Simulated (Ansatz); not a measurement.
Consider Cu$_{10}$N (slab).

```
Cu N
1.0
     3.67322    0.00000    0.00000
     0.00000    3.67322    0.00000
     0.00000    0.00000   26.34645
Cu N
10 1
Direct
  0.00000 0.50000 0.32262
  0.50000 0.00000 0.32262
  0.50000 0.50000 0.39233
  0.00000 0.00000 0.39233
  0.00039 0.50039 0.46207
  0.49961 0.99961 0.46207
  0.49849 0.50151 0.53178
  0.00151 0.99849 0.53178
  0.01197 0.51197 0.60237
  0.48803 0.98803 0.60237
  0.75000 0.25000 0.64605
```

Computed without spin polarisation.

Theory: Ansatz 0.2.0, DFT RPBE, scalar-relativistic, plane waves, PAW.

Question: What can the converged valence pseudo-density and electron localisation function tell about the bonding?

Answer: Cu–N (1.78 Å): ρ is about 1.1 e/Å³ halfway; the ELF peaks at about 0.85 in the valence shell of N, 0.6 Å from its nucleus, and is about 0.35 at the midpoint.

Question: Does the calculation give a band gap?

Answer: It is metallic or semimetallic at this level of theory: no gap opens.

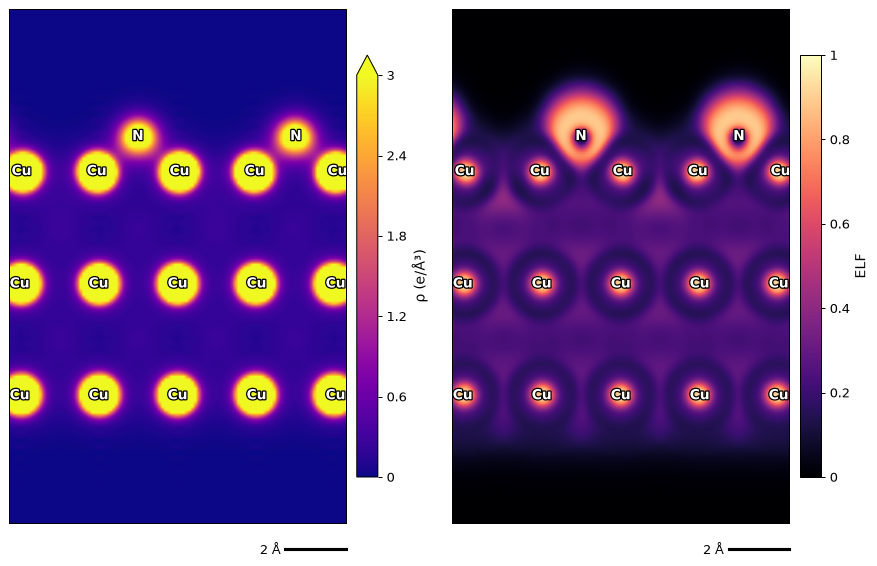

Computed valence pseudo-density and electron localisation function on the (11̄0) plane of the calculation cell, a cut from vacuum to vacuum, in this order. 
